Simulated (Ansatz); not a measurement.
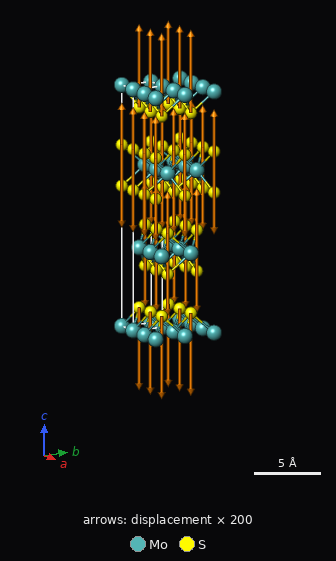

A relaxation of solid MoS2 (a generated structure, set up in R3m). The starting structure is drawn; orange arrows show the displacements, 200 times their true length.

A ball-and-stick model of the conventional cell (3 times the calculation's cell), repeated 3 × 2 × 1 with one cell outlined, seen slightly off an axis. Lengths and directions refer to the drawn axes.

Theory: DFT, PBE, plane-wave PAW, default files, scalar-relativistic in Ansatz 0.2.0. (plane-wave cutoff 420 eV; k-point mesh 16 × 16 × 16; occupations fermi dirac; smearing width 0.02 eV; collinear spin; atoms relaxed in a fixed cell; force threshold 0.02 eV/Å; at most 60 steps)

Question: Atoms of which element are displaced furthest, and by how much?

Answer: Sulfur: up to 0.032 Å, against 0.000 Å for molybdenum.

Question: What did the optimiser do to the structure, and how much energy did it gain?

Answer: The energy falls by 6.3 meV per atom in 2 accepted moves (3 points after the start). Largest force component: 0.59 eV/Å at the start, 0.0058 eV/Å at the end. 1 step only repeated the SCF at the same geometry. The largest moves, 0.032 Å, are those of S atoms. Mo stays in place. The cell doesn't change. Near-neighbour distances that change, for instance: Mo–S 2.435 → 2.414 Å. The space group stays R3m (No. 160). The program noted that the starting moments weren't kept.
